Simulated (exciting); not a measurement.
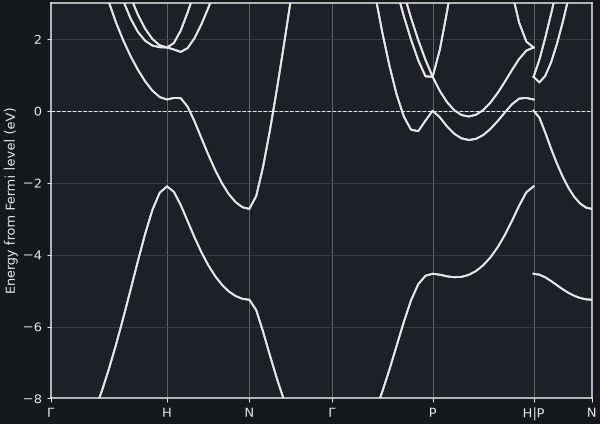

Band structure. Energies are counted from the Fermi level.

Q: Which Bravais lattice do the labels of the path belong to?

A: A body-centred cubic lattice: the path Γ–H–N–Γ–P–H|P–N runs through the special points of its Brillouin zone.

The material is bcc Tl, space group Im-3m, 1 atom in the primitive cell; cubic a = 3.912 Å.

exciting; LDA, all-electron LAPW+lo, shipped species files, valence relativity iora*, spin-orbit coupling, no magnetisation, 7×7×7 k mesh, Gaussian smearing of 0.1 eV.

Q: Does this material conduct, going by its bands?

A: A metal: 4 spinor bands cross the Fermi level along this path (the two partners of a degenerate pair count as two).

The k mesh is thin for a metal, so its Fermi level is uncertain. This isn't the form of Tl at room conditions, which is hcp.
